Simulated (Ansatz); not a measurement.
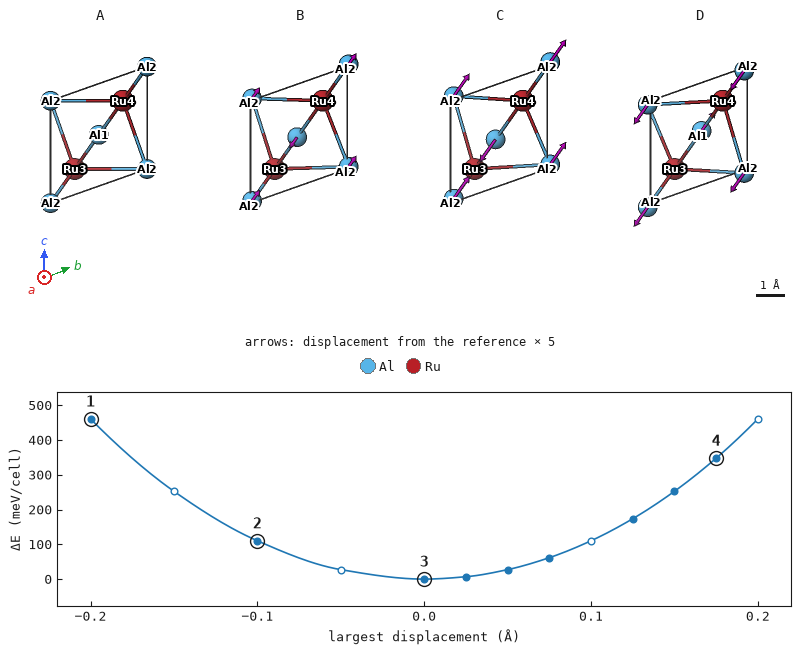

Energy scan for a crystal of AlRu (Pm-3m), in which a normal mode of wave vector (1/2, 1/2, 1/2) of the primitive cell, folded into a doubled cell, (one arbitrary combination within a set of 3 degenerate modes) is frozen in with the cell fixed, the amplitude being the largest displacement of an atom. The frames are shuffled; the numbered points of the plot belong to them. Hollow markers are points alike by symmetry, not computed again. A ball-and-stick model of the cell of the calculation, seen along the a axis. Purple arrows: displacements from the reference.

Level of theory: Ansatz 0.2.0, DFT PBE, scalar-relativistic, plane waves, PAW. Settings: plane-wave cutoff 420 eV; k-point mesh 18 × 18 × 18; occupations gaussian; smearing width 0.15 eV; no spin polarisation. Energies (free energies at the smearing named) are counted from the relaxed crystal.

**Which frame belongs to which numbered point?**

Point 1 is frame C (the amplitude −0.20 Å, 461 meV/cell); 2 is frame B (the amplitude −0.10 Å, 110 meV/cell); 3 is frame A (the amplitude 0.00 Å, 0 meV/cell); 4 is frame D (the amplitude 0.175 Å, 348 meV/cell). The harmonic wavenumber of the mode is 331 cm⁻¹, a stable vibration. Of the computed points the lowest is at the amplitude 0.00 Å, 0 meV/cell. At the ends of the scan the energy is 461 meV/cell (−0.20 Å) and 461 meV/cell (0.20 Å). The well is symmetric. At the highest point the shortest interatomic distance is 2.49 Å, against 2.60 Å in the reference.
